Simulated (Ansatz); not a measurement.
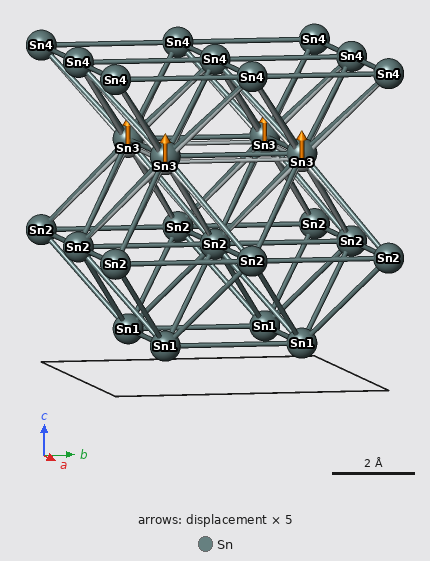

This is a constrained relaxation of a slab of composition Sn (cut from the I4/mmm phase). The starting structure is drawn faded, the final one solid; orange arrows show the displacements, 5 times their true length.

The picture is a ball-and-stick view of the 2 × 2 repeat of the cell, outlined in the plane, without the vacuum, seen slightly off an axis.

Case: clean slab, lower half held. The slab is the (1 1 0) face of Sn. 2 atoms are held fixed.

The calculation used Ansatz 0.2.0, DFT PBEsol, scalar-relativistic, plane waves, PAW.

Input file:
```yaml
crystal:
  lattice:
    - [3.4135078666, 0.0, 0.0]
    - [0.3483379104, 3.3956879502, 0.0]
    - [0.0, 0.0, 23.8617357796]
  atoms:
    - { symbol: Sn, position: [0.5, 0.5, 0.3562188467] }
    - { symbol: Sn, position: [0.0, 0.0, 0.4520729489] }
    - { symbol: Sn, position: [0.5, 0.5, 0.5479270511] }
    - { symbol: Sn, position: [0.0, 0.0, 0.6437811533] }
basis:
  ecutwfc: 420
kpoints:
  mp_grid: { grid: [9, 9, 1] }
hamiltonian:
  xc: pbesol
scf:
  occupations: { method: gaussian, width: 0.1 }
output:
  forces: true
  eigenvalues: true
  write_density: true
  write_potential: true
  elf: true
  volumetric_format: npy
relax:
  adjacent_minimum: "off"
  f_tol: 0.03
  max_steps: 70
  constraints: [{ sites: [0, 1] }]
efield:
  axis: 3
  dipole_correction: true
  ramp_width: 0.04
```

Launched with:
```bash
ansatz run input.yaml --threads 2 --pin off --max-ram 5120MiB --backend cpu --events-out ev --progress --plain --runs-dir out
```

What did the optimiser do to the structure, and how much energy did it gain?

Answer. The energy falls by 29.3 meV per cell of the calculation in 2 geometry steps. The largest force component goes from 0.42 to 0.011 eV/Å. The largest move is that of Sn3, 0.14 Å along the normal (+c). The cell doesn't change. Among the contacts that change: Sn2–Sn3 3.235 → 3.339 Å, Sn2–Sn3 (another image) 3.414 → 3.512 Å, Sn3–Sn4 3.235 → 3.141 Å, Sn3–Sn4 (another image) 3.414 → 3.325 Å.
